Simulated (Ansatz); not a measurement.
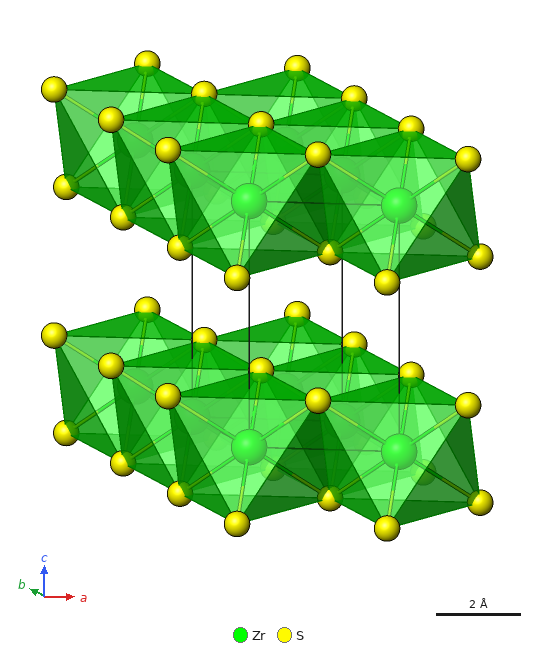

Reference structure: a symmetric starting cell of ZrS₂ (made from another compound by putting Zr in place of Hf). Style: polyhedral. Shown: the cell of the calculation, repeated 1 × 2 × 1 with one cell outlined, slightly off an axis.

These are results of DFT PBE, scalar-relativistic, plane waves, PAW in Ansatz 0.2.0, not measurements. Set-up: plane-wave cutoff 420 eV; k-point mesh 9 × 9 × 4; occupations gaussian; smearing width 0.02 eV; no spin polarisation.

The variant: All lengths are scaled by +4.5 % (volume +14.1 %), the atoms keeping their fractional coordinates. No relaxation follows. The starting cell wasn't computed here and needn't be at equilibrium, so pressure and forces aren't due to the change alone.

Q: Predict the response.

A: Some distances before and after: S–Zr 2.541 → 2.656 Å. The space group stays P-3m1 (No. 164). The pressure is −6.6 GPa (not all of it need come from the change, since the unchanged cell can be under pressure at this level too). The principal stresses (compression positive) are −5.5 GPa along c and −7.2 GPa across it. The largest forces, 0.97 eV/Å, act on 2 S atoms of the calculation's cell.

Drawn alike, the variant:

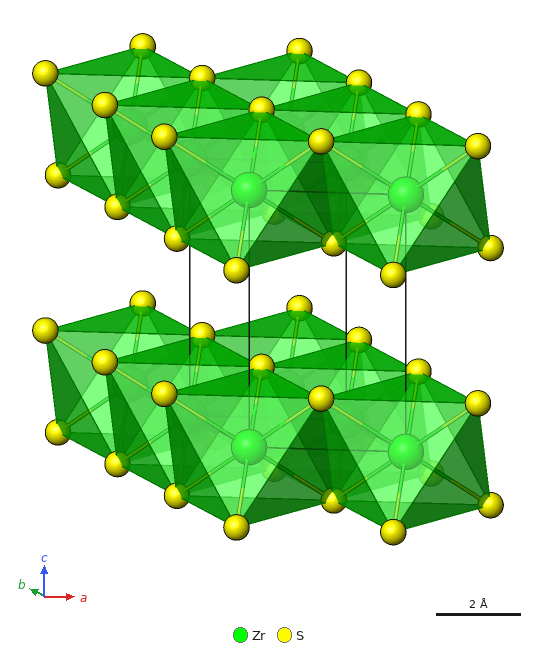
